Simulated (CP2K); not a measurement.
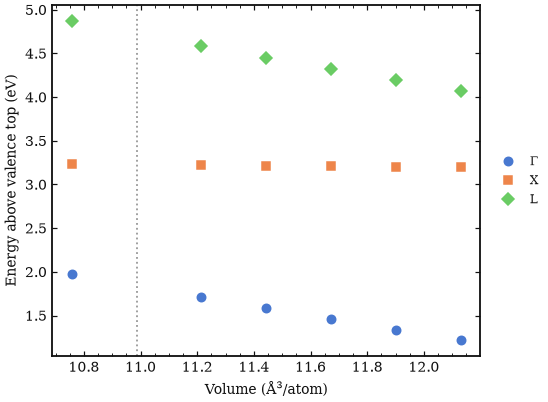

Lowest conduction level at each named k point, counted from the valence-band top at Γ. One run is left out (dotted line).

System: zincblende GaN, space group F-43m, 2 atoms in the primitive cell. The cell is scaled uniformly. CP2K; PBEsol, POTENTIAL_UZH Ga GTH-PBE-q13, N GTH-PBE-q5; TZVP-MOLOPT-PBE-GTH basis, no spin polarisation, no spin-orbit coupling, 10×10×10 k mesh.

```
       volume  Γ (eV)  X (eV)  L (eV)
10.76 Å³/atom    1.97    3.23    4.87
11.21 Å³/atom    1.71    3.22    4.59
11.44 Å³/atom    1.59    3.21    4.45
11.67 Å³/atom    1.46    3.21    4.32
11.90 Å³/atom    1.34    3.20    4.19
12.13 Å³/atom    1.22    3.20    4.07
```

> Fill in the row for 10.99 Å³/atom.

Fits through the other points against the logarithm of the volume give 1.84 eV at Γ, 3.22 eV at X and 4.73 eV at L (straight lines). The run itself gives 1.84, 3.22 and 4.73 eV, within 0.01 eV of the estimates.

The potentials were made for another functional. The basis of atomic orbitals isn't converged, which shifts gaps and empty levels. LDA, GGA and most meta-GGA functionals understate gaps. The usual form of GaN is wurtzite.
